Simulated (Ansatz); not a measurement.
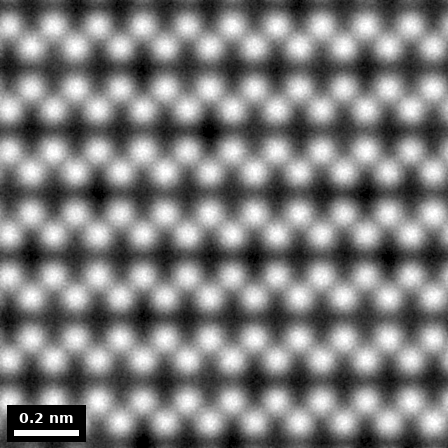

HAADF-like image of Be (P6_3/mmc, No. 194). Simulation: incoherent imaging, intensity Z^1.7 per atom, probe width 0.68 Å, thin sample. The display is stretched by a gamma of 0.65; percentages refer to the linear signal. Shot noise and the speckle of an amorphous layer were added. Structure: a calculation's starting geometry; the starting structure was generated, so it need not be a known form of this composition.

```
Be
1.0
     2.25743    0.00000    0.00000
    -1.12872    1.95499    0.00000
     0.00000    0.00000    3.55176
Be
2
Direct
  0.33333 0.66667 0.75000
  0.66667 0.33333 0.25000
```

### Along which zone axis is the crystal seen: [210], [101], [102] or [201]? (Directions equivalent by symmetry count as one.)

[201]. The projected cells are 1.13 × 1.78 Å, 90° for [210]; 1.91 × 2.17 Å, 116° for [101]; 1.08 × 1.95 Å, 90° for [102]; 1.40 × 2.08 Å, 110° for [201], and the image repeats as the [201] one does.
